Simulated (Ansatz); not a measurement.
## Geometry relaxation of PtTe₂ (part 2 of 2)

Continued. System: PtTe₂ (3 atoms in the cell). Method: DFT, PBE-D3(BJ), plane waves, PAW, no spin polarisation (Ansatz 0.2.0); cutoff 420 eV, 6×6×4 k-mesh, Fermi–Dirac smearing of 0.02 eV. The structure was built on a prototype by a generator.

Geometry of the input (Å; fractional positions):
```
4.1385  0.0000  0.0000
-2.0693  3.5841  0.0000
0.0000  0.0000  6.3963
Pt 0.0000  0.0000  0.0000
Te 0.3333  0.6667  0.2629
Te 0.6667  0.3333  0.7371
```

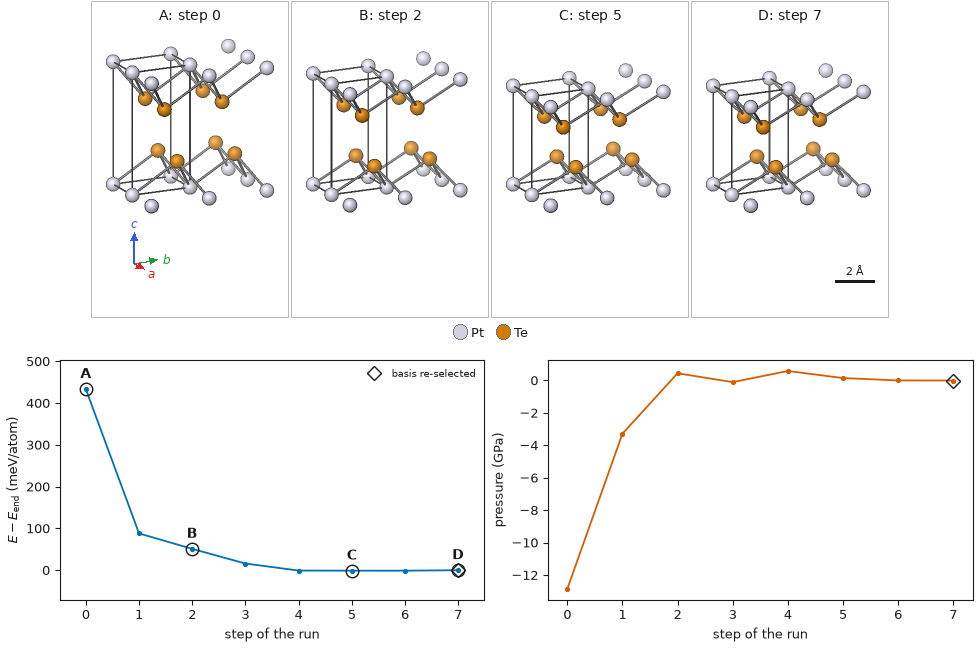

*Frames of the relaxation (ball-and-stick view of the cell of the calculation, repeated 2 × 2 × 1, seen slightly off an axis) above the curves, on which the letters mark them (the first geometry is step 0 here and step 1 in the log).*

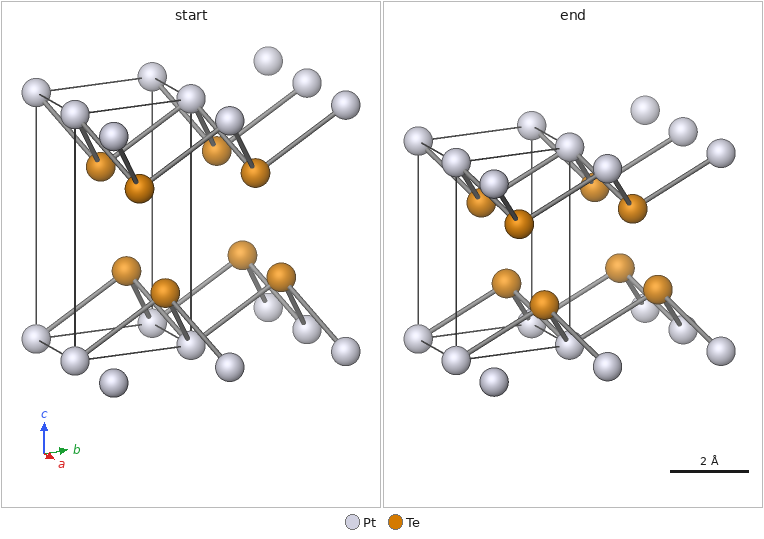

*Before (left) and after (right) the relaxation, at one scale (ball-and-stick view of the cell of the calculation, repeated 2 × 2 × 1, seen slightly off an axis).*

The largest moves relative to the cell, 0.010 Å, are those of Te2 and Te3. Pt stays in place. The volume changes by −23.2 %, with a = b 4.139 → 4.048 Å (−2.2 %), c 6.396 → 5.137 Å (−19.7 %). Distances before and after: Pt1–Te2 2.922 → 2.704 Å. Among the angles that change: Pt1–Te3–Pt1 90.2° → 96.9°, Te2–Pt1–Te2 90.2° → 96.9°, Te2–Pt1–Te3 89.8° → 83.1°. The space group stays P-3m1 (No. 164). After 6 geometry steps the energy has fallen by 434 meV per atom. The largest force component goes from 2 to 0.0019 eV/Å. The pressure goes from −12.85 to −0.01 GPa. A last SCF at the same geometry on a re-selected plane-wave basis shifts the energy by +1.1 meV per atom. (Atoms are counted from 1 in the order of the input.)

```
basis re-selected at this cell: Δ(F+E_penalty+E_count) = +3.322e-3 eV, ΔP = -0.005 GPa vs the last step (what re-selecting the basis moved, of the pressure what is left beyond the Pulay correction that the steps carried, after the strain that the cell walked since its last selection, with what the two solves' SCF thresholds leave and, on support functions, any second-order correction that the steps lacked; it is no measure of the basis error at this ecutwfc). The dense FFT grid was sized anew with the basis: this SCF ran on 30×30×36 points, the steps before it on 30×30×45, so part of this shift can come from that change (see relax.cell in the input reference). This SCF's stress stands 1.55e-2 GPa from its target on what of the cell is left free (relax.cell.stress_tol is 5.00e-2 GPa) and its largest allowed force component is 1.86e-3 eV/Å (relax.f_tol is 5.00e-3 eV/Å): within both
SCF converged after 6 iterations
Free energy (F): -26485.735926 eV
Harris-Foulkes:  -26485.735926 eV  (|F-HF|=3.64e-12)
Internal energy: -26485.735063 eV  (E = F + TS)
E sigma→0 (E₀):  -26485.735495 eV
Entropy (-TS):   -0.000863 eV (-0.288 meV/atom)
Fermi energy:    13.896914 eV
--- Per-component energies (eV) ---
  E_band       = -691.769909
  E_kinetic    = 1001.508942
  E_local      = -4389.451066  (includes V_loc(G=0)·N_el)
  E_nonlocal   = -421.426250
  E_hartree    = 2340.200223
  E_xc         = -511.945357
  E_vxc        = -513.315553  (∫ρ·V_xc dr)
  E_paw        = -18779.282008  (= ΣΔE_a)
  E_vpaw       = -1049.486308  (= ΣTr[D̂ρ^β])
  E_aug_tail   = -0.000145  (compensation charges beyond the density's cutoff)
  E_ewald      = -5723.652687
  E_disp       = -1.686715  (pairwise vdW)
  E_smearing   = -0.000863  (= −TS)
  E_closure    = -0.000000  (closes the sum)
  Σ components = -26485.735926   (vs F -26485.735926, Δ=0.00e0)
--- Forces (eV/Å), atoms counted from 1 ---
  atom   1  Pt     0.00000000    -0.00000000     0.00000000
  atom   2  Te     0.00000000    -0.00000000     0.00186003
  atom   3  Te     0.00000000     0.00000000    -0.00186003
  max |Σ_I F_I| component: 6.51e-19 eV/Å
--- Stress (GPa, compression-positive) ---
       -0.002759       0.000000      -0.000000
        0.000000      -0.002759      -0.000000
        0.000000      -0.000000      -0.015487
  P = ⅓ Tr σ = -0.0070 GPa (-0.070 kbar)
--- Band table (eV; the first three rows and the last of 24) ---
  k-point 0: bands = ["-85.1967", "-39.4558", "-39.4558", "-39.3731", "-23.6831", "-23.6831", "-23.6709", "-23.6647", "-23.6614", "-23.6614", "-23.6609", "-23.6609", "-23.6544", "-23.6544", "-0.1571", "3.3709", "7.1537", "8.2397", "8.2397", "10.1839", "10.1839", "11.2288", "13.4153", "13.4153", "14.7314", "14.7314", "15.4713", "16.5381", "18.1086", "19.8827"]
  k-point 1: bands = ["-85.1967", "-39.4559", "-39.4559", "-39.3731", "-23.6807", "-23.6807", "-23.6706", "-23.6657", "-23.6657", "-23.6649", "-23.6586", "-23.6586", "-23.6548", "-23.6548", "0.1534", "2.4646", "8.2787", "8.2948", "8.2948", "10.1615", "10.1615", "11.3120", "12.9389", "12.9389", "14.0606", "15.4345", "15.4345", "17.0854", "19.0523", "19.4923"]
  k-point 2: bands = ["-85.1967", "-39.4559", "-39.4559", "-39.3731", "-23.6773", "-23.6773", "-23.6703", "-23.6693", "-23.6693", "-23.6651", "-23.6586", "-23.6586", "-23.6546", "-23.6546", "0.8581", "1.3379", "8.3524", "8.3524", "9.4729", "10.1433", "10.1433", "11.6259", "12.5008", "12.6050", "12.6050", "16.1263", "16.1263", "18.1145", "18.9264", "18.9264"]
  k-point 23: bands = ["-85.1967", "-39.4580", "-39.4580", "-39.3729", "-23.6756", "-23.6753", "-23.6753", "-23.6641", "-23.6598", "-23.6598", "-23.6593", "-23.6593", "-23.6590", "-23.6589", "2.1936", "2.1936", "7.8208", "7.8208", "8.0872", "9.6396", "9.9244", "9.9244", "10.4535", "11.2121", "11.2121", "16.5062", "16.5062", "19.7545", "20.7323", "20.7323"]
--- Relaxed structure (7 steps of the walk, 7 accepted, 1 SCFs on fresh bases) ---
  F+E_penalty+E_count = -26485.73592630 eV   max|allowed force component| = 1.860e-3 eV/Å   (the final SCF, on the basis selected at the relaxed cell)
  cell:  # Å, volume = 72.9075 Å³
    - [4.048227044797534, 0.0, -6.990312294745264e-34]
    - [-2.024113522398767, 3.505867461081869, 3.174616694300773e-33]
    - [-1.080382752298364e-33, 5.0417861773923646e-33, 5.137024418673348]
  atoms:
    - { symbol: Pt, position: [3.7610641604105036e-34, 1.3172697830381174e-34, -8.236092143148846e-84] }
    - { symbol: Te, position: [0.33333333333333337, 0.6666666666666667, 0.26480359507385975] }
    - { symbol: Te, position: [0.6666666666666667, 0.33333333333333337, 0.7351964049261401] }
```

File v_z.tsv
```
# z_ang	v_es[eV]	v_tot[eV]
# format = ansatz-planar-average/11
# xc	pbe
# density_cutoff_ev	1680
# datasets	Pt=:simpson_from_first_knot:soft	Te=:simpson_from_first_knot:soft
# lattice	4.048227045	0.000000000	-0.000000000
# lattice	-2.024113522	3.505867461	0.000000000
# lattice	-0.000000000	0.000000000	5.137024419
# sites	3
# site	78	0.000000000	0.000000000	0.000000000
# site	52	-0.000000000	2.337244974	1.360302534
# site	52	2.024113522	1.168622487	3.776721885
0.000000	2.376838e0	-1.050050e1
0.142695	2.613933e0	-1.019970e1
0.285390	3.198378e0	-9.431378e0
0.428085	3.919708e0	-8.438319e0
0.570780	4.981286e0	-7.068817e0
0.713476	6.644794e0	-5.156541e0
0.856171	8.740039e0	-2.908219e0
0.998866	1.083575e1	-6.949097e-1
1.141561	1.262482e1	1.225531e0
1.284256	1.381131e1	2.596115e0
1.426951	1.407835e1	3.120129e0
1.569646	1.348119e1	2.866311e0
1.712341	1.248225e1	2.304759e0
1.855037	1.168591e1	2.019573e0
1.997732	1.153734e1	2.395344e0
2.140427	1.216372e1	3.463105e0
2.283122	1.328875e1	4.905346e0
2.425817	1.427120e1	6.080551e0
2.568512	1.461449e1	6.486211e0
2.711207	1.427120e1	6.080551e0
2.853902	1.328875e1	4.905346e0
2.996598	1.216372e1	3.463105e0
3.139293	1.153734e1	2.395344e0
3.281988	1.168591e1	2.019573e0
3.424683	1.248225e1	2.304759e0
3.567378	1.348119e1	2.866311e0
3.710073	1.407835e1	3.120129e0
3.852768	1.381131e1	2.596115e0
3.995463	1.262482e1	1.225531e0
4.138159	1.083575e1	-6.949097e-1
4.280854	8.740039e0	-2.908219e0
4.423549	6.644794e0	-5.156541e0
4.566244	4.981286e0	-7.068817e0
4.708939	3.919708e0	-8.438319e0
4.851634	3.198378e0	-9.431378e0
4.994329	2.613933e0	-1.019970e1
```

Trajectory as extended XYZ (Å, eV, eV/Å), 8 frames, from step=1 to step=8
```
3
Lattice="4.1385 0.0000 0.0000 -2.0693 3.5841 0.0000 0.0000 0.0000 6.3963" Properties=species:S:1:pos:R:3:forces:R:3 step=1 energy=-26484.43597 pressure_GPa=-12.85
Pt    0.0000    0.0000    0.0000    0.0000   0.0000   0.0000
Te    0.0000    2.3894    1.6816    0.0000   0.0000  -1.9883
Te    2.0693    1.1947    4.7146    0.0000   0.0000   1.9883
3
Lattice="4.0187 0.0000 0.0000 -2.0093 3.4803 0.0000 0.0000 0.0000 6.0902" Properties=species:S:1:pos:R:3:forces:R:3 step=2 energy=-26485.47184 pressure_GPa=-3.28
Pt    0.0000    0.0000    0.0000    0.0000   0.0000   0.0000
Te    0.0000    2.3202    1.4243    0.0000   0.0000  -0.2050
Te    2.0093    1.1601    4.6659    0.0000   0.0000   0.2050
3
Lattice="3.9614 0.0000 0.0000 -1.9807 3.4306 0.0000 0.0000 0.0000 5.7813" Properties=species:S:1:pos:R:3:forces:R:3 step=3 energy=-26485.58271 pressure_GPa=0.44
Pt    0.0000    0.0000    0.0000    0.0000   0.0000   0.0000
Te    0.0000    2.2871    1.4097    0.0000   0.0000   0.2565
Te    1.9807    1.1435    4.3715    0.0000   0.0000  -0.2565
3
Lattice="3.9921 0.0000 0.0000 -1.9961 3.4573 0.0000 0.0000 0.0000 5.4626" Properties=species:S:1:pos:R:3:forces:R:3 step=4 energy=-26485.68798 pressure_GPa=-0.11
Pt    0.0000    0.0000    0.0000    0.0000   0.0000   0.0000
Te    0.0000    2.3049    1.4021    0.0000   0.0000   0.0770
Te    1.9961    1.1524    4.0605    0.0000   0.0000  -0.0770
3
Lattice="4.0350 0.0000 0.0000 -2.0175 3.4945 0.0000 0.0000 0.0000 5.1472" Properties=species:S:1:pos:R:3:forces:R:3 step=5 energy=-26485.73837 pressure_GPa=0.58
Pt    0.0000    0.0000    0.0000    0.0000   0.0000   0.0000
Te    0.0000    2.3296    1.3633    0.0000   0.0000   0.0340
Te    2.0175    1.1648    3.7839    0.0000   0.0000  -0.0340
3
Lattice="4.0446 0.0000 0.0000 -2.0223 3.5027 0.0000 0.0000 0.0000 5.1388" Properties=species:S:1:pos:R:3:forces:R:3 step=6 energy=-26485.73921 pressure_GPa=0.15
Pt    0.0000    0.0000    0.0000    0.0000   0.0000   0.0000
Te    0.0000    2.3351    1.3617    0.0000   0.0000   0.0025
Te    2.0223    1.1676    3.7771    0.0000   0.0000  -0.0025
3
Lattice="4.0482 0.0000 0.0000 -2.0241 3.5059 0.0000 0.0000 0.0000 5.1370" Properties=species:S:1:pos:R:3:forces:R:3 step=7 energy=-26485.73925 pressure_GPa=-0.00
Pt    0.0000    0.0000    0.0000    0.0000   0.0000   0.0000
Te    0.0000    2.3372    1.3603    0.0000   0.0000   0.0018
Te    2.0241    1.1686    3.7767    0.0000   0.0000  -0.0018
3
Lattice="4.0482 0.0000 0.0000 -2.0241 3.5059 0.0000 0.0000 0.0000 5.1370" Properties=species:S:1:pos:R:3:forces:R:3 step=8 energy=-26485.73593 pressure_GPa=-0.01
Pt    0.0000    0.0000    0.0000    0.0000   0.0000   0.0000
Te    0.0000    2.3372    1.3603    0.0000   0.0000   0.0019
Te    2.0241    1.1686    3.7767    0.0000   0.0000  -0.0019
```

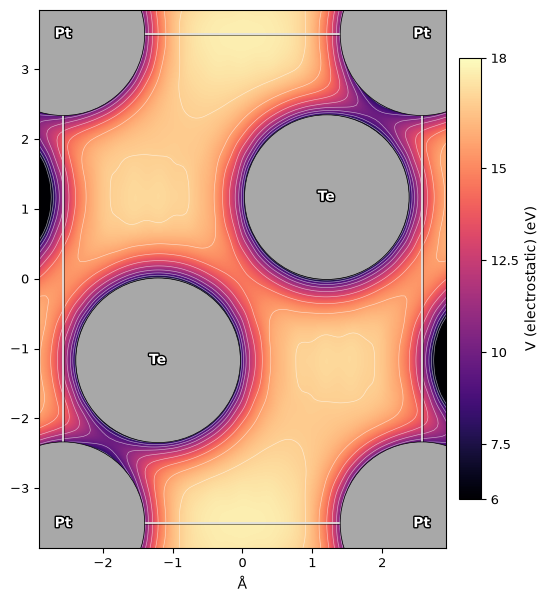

*Electrostatic potential energy of an electron on the (110) plane of the conventional cell. Grey discs, where drawn, cover atomic cores.*

Outside the cores the potential energy rises away from the atoms and is highest about 2.5 Å from the nearest atoms; outside the discs it spans about 11 eV, and its zero is arbitrary. Core electrons are frozen (PAW), so the fields are smoothed inside the atomic spheres.

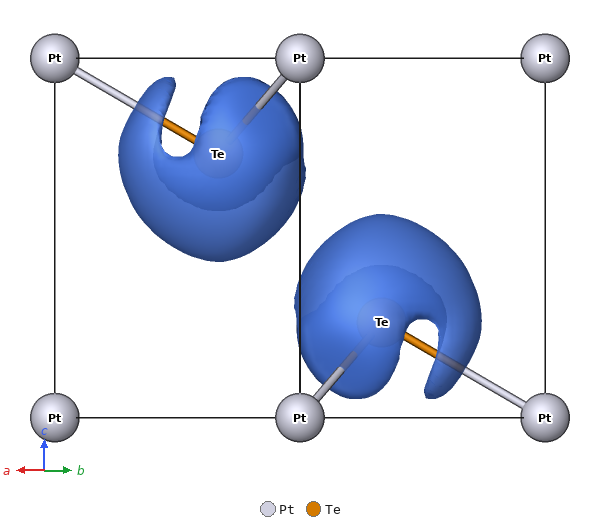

*Isosurface of the electron localisation function at 0.5 (blue), seen along [110]. Only the valence region is drawn (cores and ρ < 0.01 e/Å³ removed). Sticks mark near contacts. The outline is the cell set on symmetry axes.*

Profiles from the grid: Te–Pt (2.70 Å): the ELF is about 0.50 at the midpoint.

Summary

```csv
quantity,value
outcome,converged
space group (tolerance 0.01 Å),P-3m1 (164)
electrons treated,50
free energy,−26485.7359 eV
Fermi energy,13.897 eV
band gap,none (metallic)
pressure,−0.01 GPa
final volume,72.91 Å³
largest force (length of the vector) at the end,0.002 eV/Å
final cell,"a = 4.048 Å, b = 4.048 Å, c = 5.137 Å, α = 90.00°, β = 90.00°, γ = 120.00°"
hardware,"2 threads of Arm Neoverse V1, 24 GiB of memory available, shared host"
wall time,16 s (CPU time 30 s)
peak memory,0.36 GiB
```

Spin–orbit coupling is left out, which matters for Pt.
